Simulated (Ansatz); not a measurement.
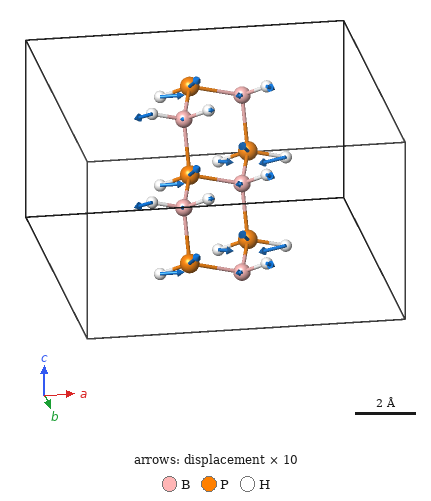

A relaxation of a wire of composition BPH$_{3}$. The starting structure is drawn; blue arrows show the displacements (the part carried along by the change of the cell is left out), magnified 10 times.

Style: ball-and-stick. Shown: the 2 repeat of the cell, with the vacuum cut short, from a free direction.

Case: wire along [1 1 0], 4 atoms a period, capped with H.

All numbers below come from DFT PBEsol, scalar-relativistic, plane waves, PAW (Ansatz 0.2.0). Set-up: plane-wave cutoff 420 eV; k-point mesh 1 × 1 × 10; occupations gaussian; smearing width 0.05 eV; no spin polarisation; cell relaxed at fixed a, b, alpha, beta, gamma; force threshold 0.02 eV/Å; at most 45 steps.

**Describe the change and its energy.**

The largest move relative to the layer's centre is that of an H atom, 0.11 Å. Largest moves by element: H 0.11 Å, P 0.09 Å, B 0.03 Å. Along the periodic axis the drawn cell goes c 6.392 → 6.447 Å (+0.9 %). Near-neighbour distances that change, for instance: B–P 1.957 → 1.923 Å, B–H 1.190 → 1.216 Å, B–P 1.957 → 1.949 Å, H–P 1.420 → 1.427 Å. Among the angles between lasting bonds that change: H–P–H 109.5° → 98.9°, B–P–H 109.5° → 103.1°, P–B–P 109.5° → 113.9°. After 4 accepted moves (5 points after the start) the energy has fallen by 0.187 eV per cell of the calculation. Largest force component: 1.6 eV/Å at the start, 0.0061 eV/Å at the end. The SCF was repeated once at an unchanged geometry on a basis and grid sized afresh for the cell, which shifted the energy by 0.9 meV per cell of the calculation at most.
